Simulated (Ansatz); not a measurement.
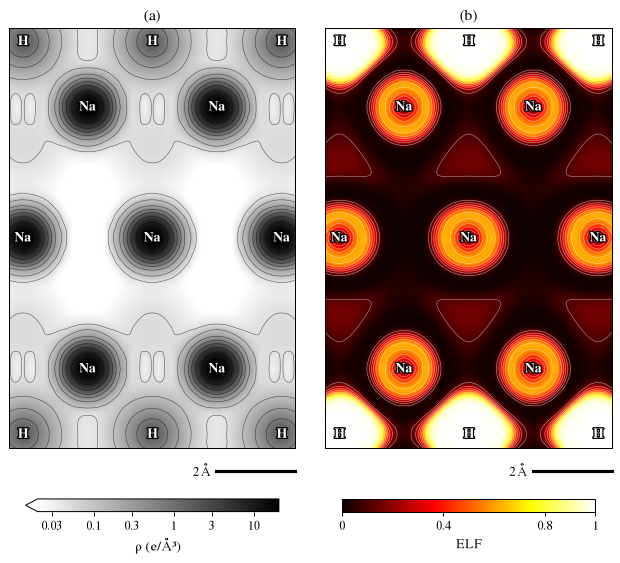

Figure 1: NaH. (a) valence charge density (pseudo); (b) ELF on the (110) plane of the conventional cell.

Space group P6/mmm; a structure generated by program, which may or may not match a known phase.

Computed with Ansatz, DFT PBE, scalar-relativistic, plane waves, PAW.

In a PAW calculation such maps are meaningful between the atoms, not at the nuclei.

Input

```
crystal:
  lattice:
    - [5.7006369868, 0.0, 0.0]
    - [-2.8503184934, 4.9368964483, 0.0]
    - [0.0, 0.0, 3.2601698844]
  atoms:
    - { symbol: Na, position: [0.0, 0.0, 0.0] }
    - { symbol: Na, position: [0.3333333333, 0.6666666667, 0.5] }
    - { symbol: Na, position: [0.6666666667, 0.3333333333, 0.5] }
    - { symbol: H, position: [0.5, 0.0, 0.0] }
    - { symbol: H, position: [0.5, 0.5, 0.0] }
    - { symbol: H, position: [0.0, 0.5, 0.0] }
basis:
  ecutwfc: 420
kpoints:
  mp_grid: { grid: [6, 6, 8] }
hamiltonian:
  xc: pbe
scf:
  occupations: { method: gaussian, width: 0.02 }
output:
  forces: true
  stress: true
  eigenvalues: true
  write_density: true
  write_potential: true
  elf: true
  volumetric_format: npy
relax:
  adjacent_minimum: "off"
  f_tol: 0.01
  max_steps: 80
  cell: { stress_tol: 0.05 }
```

Launched as:

```sh
ansatz run input.yaml --threads 1 --pin off --max-ram 2048MiB --backend cpu --events-out ev --progress --plain --runs-dir out
```

Below, planes, directions and counts refer to the conventional cell (a = 5.73 Å, b = 5.73 Å, c = 3.27 Å, α = 90.00°, β = 90.00°, γ = 120.00°).

The fields are those of the run's last geometry, not of the input's.

### What does the map show?

The plane passes through Na and H nuclei. Na–H (2.32 Å): the density is about 0.09 e/Å³ at the midpoint; the ELF climbs to about 1 towards the hydrogen (an ionic contact to a hydride ion). Between the atoms the lowest density in this plane is 0.009 e/Å³. The features right at Na lie inside the PAW spheres, where the map follows smoothed inner orbitals and isn't to be read closely.
